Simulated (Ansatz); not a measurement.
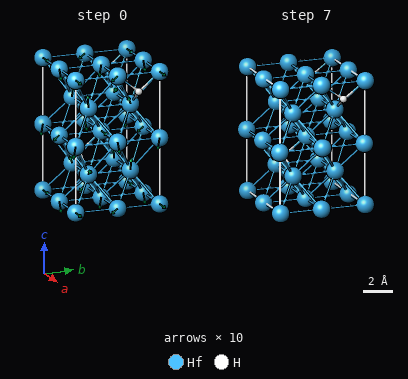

The structure of a crystal of Hf$_{8}$H (set up in I-4m2) (coarse preliminary run) before (left) and after (right) a relaxation, at one scale. The green arrows give the displacements (the part carried along by the change of the cell is left out), 10 times their true length.

The picture is a ball-and-stick view of the conventional cell (2 times the calculation's cell), seen slightly off an axis. Lengths and directions refer to the drawn axes.

Case: 1 H put on empty site 2 of 8 host cells, relaxed.

Level of theory: Ansatz, DFT PBE, scalar-relativistic, plane waves, PAW.

Input
```yaml
crystal:
  lattice:
    - [0.0, 4.4860636557, 4.4860636557]
    - [4.8406492821, 0.0, 4.4860636557]
    - [4.8406492821, 4.4860636557, 0.0]
  atoms:
    - { symbol: Hf, position: [-1.0e-10, 1.0e-10, 1.0e-10] }
    - { symbol: Hf, position: [-0.0183129166, 0.0183129166, 0.5183129166] }
    - { symbol: Hf, position: [-0.0183129166, 0.5183129166, 0.0183129166] }
    - { symbol: Hf, position: [-1.0e-10, 0.5000000001, 0.5000000001] }
    - { symbol: Hf, position: [0.4999999999, 1.0e-10, 1.0e-10] }
    - { symbol: Hf, position: [0.4816870834, 0.0183129166, 0.5183129166] }
    - { symbol: Hf, position: [0.4816870834, 0.5183129166, 0.0183129166] }
    - { symbol: Hf, position: [0.4999999999, 0.5000000001, 0.5000000001] }
    - { symbol: H, position: [0.1158435416, 0.1341564584, 0.1341564584] }
basis:
  ecutwfc: 420
kpoints:
  mp_grid: { grid: [4, 4, 4] }
hamiltonian:
  xc: pbe
scf:
  occupations: { method: gaussian, width: 0.1 }
output:
  forces: true
  stress: true
  eigenvalues: true
relax:
  adjacent_minimum: "off"
  f_tol: 0.0325
  max_steps: 70
  cell: { stress_tol: 0.24 }
```

Launched with:
```bash
ansatz run input.yaml --threads 2 --pin off --max-ram 5120MiB --backend cpu --events-out ev --progress --plain --runs-dir out
```

> Describe what moved and what it gained.

The largest moves relative to the cell, 0.098 Å, are those of Hf4, Hf6, Hf7 and Hf8. Hf8 goes along [0 −1 −3]. H stays in place. The volume changes by −4.9 %, with a = b 6.344 → 6.395 Å (+0.8 %), c 9.681 → 9.059 Å (−6.4 %). Near-neighbour distances that change, for instance: Hf4–Hf6 3.432 → 3.163 Å, Hf1–Hf6 3.432 → 3.201 Å, Hf1–Hf5 3.172 → 3.303 Å, Hf1–Hf2 3.432 → 3.309 Å. Bond angles that change, for instance: Hf1–H9–Hf5 101.4° → 109.3°, Hf1–H9–Hf2 113.7° → 109.6°. The space group stays I-4m2 (No. 119). The energy falls by 33.1 meV per atom in 4 accepted moves (7 points after the start). Largest force component: 0.15 eV/Å at the start, 0.0021 eV/Å at the end. Pressure: −4.33 GPa at the start and −0.03 GPa at the end. The line search rejected the trial steps at points 1, 4 of the run. At 1 point the geometry stayed and the basis and grid were re-selected for the new cell (energy shift of 0.3 meV per atom at most each time). Cost: 2.5 min on 2 threads of Arm Neoverse V2, on a shared host, peak memory 0.7 GiB.
